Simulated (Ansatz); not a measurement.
Geometry optimisation.

Program: Ansatz.

```
crystal:
  lattice:
    - [3.169, 0.0, 0.0]
    - [-1.5845, 2.7444345046, 0.0]
    - [0.0, 0.0, 12.324]
  atoms:
    - { symbol: Mo, position: [0.3333333333, 0.6666666667, 0.25] }
    - { symbol: Mo, position: [0.6666666667, 0.3333333333, 0.75] }
    - { symbol: S, position: [0.3333333333, 0.6666666667, 0.623] }
    - { symbol: S, position: [0.6666666667, 0.3333333333, 0.123] }
    - { symbol: S, position: [0.3333333333, 0.6666666667, 0.877] }
    - { symbol: S, position: [0.6666666667, 0.3333333333, 0.377] }
kpoints:
  mp_grid: { grid: [12, 12, 2] }
hamiltonian:
  xc: pbe
  dispersion: d3bj
scf:
  occupations: { method: fermi_dirac, width: 0.02 }
relax:
  f_tol: 0.005
  cell: {}
output:
  write_density: true
  write_potential: true
  elf: true
  volumetric_format: npy
```

Launched with:
```bash
ansatz run input.yaml --threads 2 --pin off --max-ram 29491MiB --backend cpu --events-out ev --progress --plain --runs-dir out
```

How does the optimisation go?

The optimisation met its thresholds at geometry 5, counting the start as the first. The energy fell by about 2.7 meV/atom from the first step to the last. Step 2 went uphill and was rejected by the line search. The largest force component goes from about 0.062 eV/Å at the start to 2.4 × 10⁻³ eV/Å at the end, with a peak of 0.21 eV/Å at step 2. The volume shrinks from 17.86 to 17.31 Å³ per atom (−3.1 %), overshooting to 16.79 at step 2, as the pressure goes from −1.9 GPa to about 0 GPa.

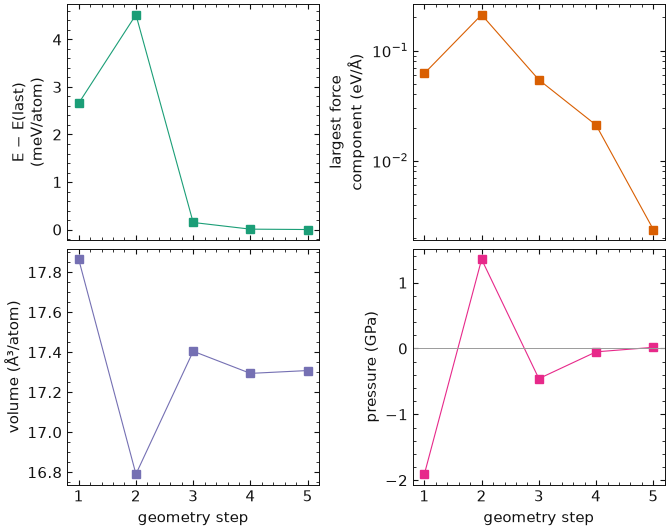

History of the run, step by step. Atoms and cell relax. A closing SCF on a freshly chosen basis isn't drawn.
